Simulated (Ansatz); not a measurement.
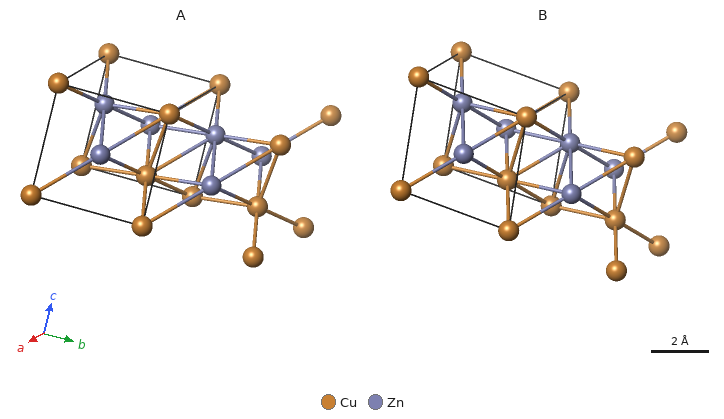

Two geometries of crystalline ZnCu (set up in I4_1/amd), drawn at one scale. One is the start of a relaxation, the other its converged end. The picture is a ball-and-stick view of the cell of the calculation, repeated 1 × 2 × 1 with one cell outlined, seen slightly off an axis.

All numbers below come from DFT r2SCAN, scalar-relativistic, plane waves, PAW in Ansatz 0.2.0. (plane-wave cutoff 500 eV; k-point mesh 14 × 14 × 14; occupations gaussian; smearing width 0.1 eV; no spin polarisation; cell and atoms relaxed; force threshold 0.015 eV/Å; at most 60 steps)

Q: Which of the two is the end point?

A: Structure A is the relaxed one. Case: 2 of 4 Cu sites taken by Zn, cell and atoms relaxed. The energy falls by 25.9 meV per atom in 7 accepted moves (9 points after the start). All forces vanish by symmetry, so only the cell relaxes. Pressure: −4.77 GPa at the start and 0.02 GPa at the end. The SCF was repeated twice at an unchanged geometry on a basis and grid sized afresh for the cell, which shifted the energy by 0.2 meV per atom at most. The atoms keep their places relative to the cell (all moves are under 0.005 Å). The drawn cell changes as follows: a = b = c 4.111 → 4.134 Å (+0.6 %), α 99.5° → 89.8°, β 114.7° → 120.1°, γ 114.7° → 120.1°; the volume changes by −4.6 %. Some distances before and after: Cu–Zn 2.656 → 2.928 Å, Cu–Cu 2.586 → 2.530 Å, Zn–Zn 2.586 → 2.530 Å, Cu–Zn 2.586 → 2.530 Å. The space group stays I4_1/amd (No. 141). Cost: 5.8 min on 1 thread of Intel(R) Xeon(R) 6975P-C (Granite Rapids), with other jobs on the host, peak memory 0.87 GiB.
